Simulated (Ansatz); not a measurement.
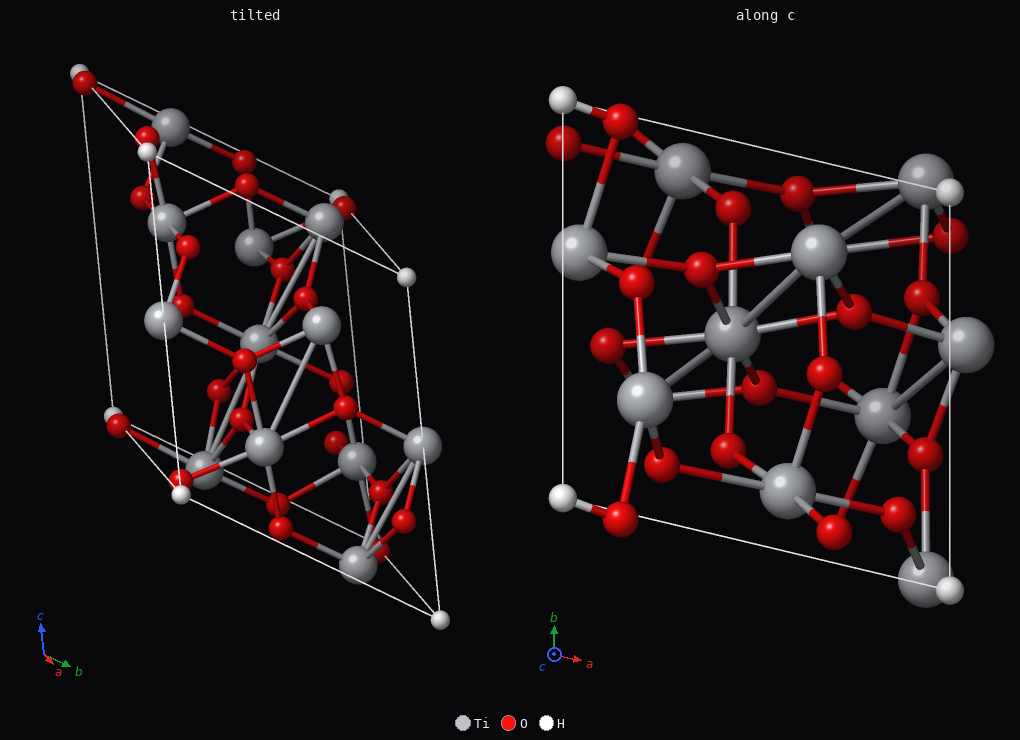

A ball-and-stick picture of a crystal structure, seen slightly off an axis and along the c axis. The simulation cell is outlined; an atom on or near a face, edge or corner is repeated at each equivalent position. Cell: a = 6.500 Å, b = 6.500 Å, c = 7.486 Å, α = 115.73°, β = 115.73°, γ = 90.00°.

- Formula: Ti₈HO₁₆.
- It has 25 atoms to the cell (8 Ti, 1 H, 16 O).

Source of the structure: a structure listed in the Materials Project, repeated into a supercell with a point defect put in. The cell was then strained or its atoms displaced on purpose. It was run through Ansatz as a DFT input.
